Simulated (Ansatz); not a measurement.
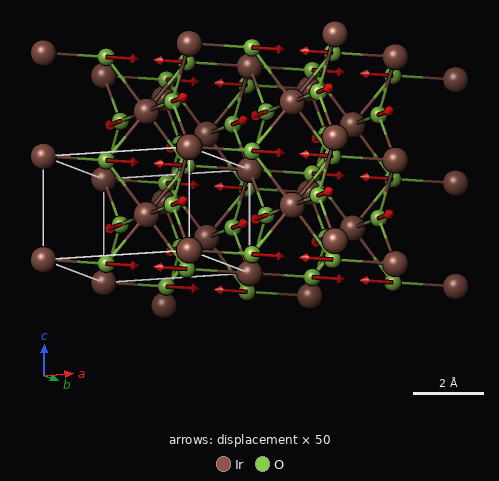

A relaxation of solid IrO₂ (a generated structure, set up in P4_2/mnm) (coarse preliminary run). The starting structure is drawn; red arrows show the displacements (the part carried along by the change of the cell is left out), 50 times their true length.

Style: ball-and-stick. Shown: the cell of the calculation, repeated 2 × 2 × 2 with one cell outlined, from a free direction.

Case: Hf → Ir on all its sites, cell and atoms relaxed.

Method: DFT PBE, scalar-relativistic, plane waves, PAW (Ansatz 0.2.0). Set-up: plane-wave cutoff 420 eV; k-point mesh 4 × 4 × 6; occupations gaussian; smearing width 0.1 eV; no spin polarisation; cell and atoms relaxed; force threshold 0.05 eV/Å; at most 60 steps.

> What happened in the run?

The largest moves relative to the cell, 0.022 Å, are those of O atoms. Ir stays in place. The volume changes by +5.7 %, with a = b 4.530 → 4.527 Å (−0.1 %), c 3.005 → 3.182 Å (+5.9 %). Near-neighbour distances that change, for instance: Ir–O 1.953 → 2.008 Å, Ir–O 1.955 → 1.975 Å. Among the angles between lasting bonds that change: O–Ir–O 100.6° → 104.8°, O–Ir–O 79.4° → 75.2°, Ir–O–Ir 100.6° → 104.8°. The space group stays P4_2/mnm (No. 136). After 4 accepted moves (6 points after the start) the energy has fallen by 0.412 eV per cell of the calculation. The largest force component goes from 0.32 to 0.0016 eV/Å. Pressure: 21.71 GPa at the start and 0.09 GPa at the end. The SCF was repeated twice at an unchanged geometry on a basis and grid sized afresh for the cell, which shifted the energy by 28.1 meV per cell of the calculation at most. Cost: 21 s on 1 thread of Intel(R) Xeon(R) Platinum 8259CL CPU @ 2.50GHz (Skylake/Cascade Lake) (shared host), peak memory 0.42 GiB.
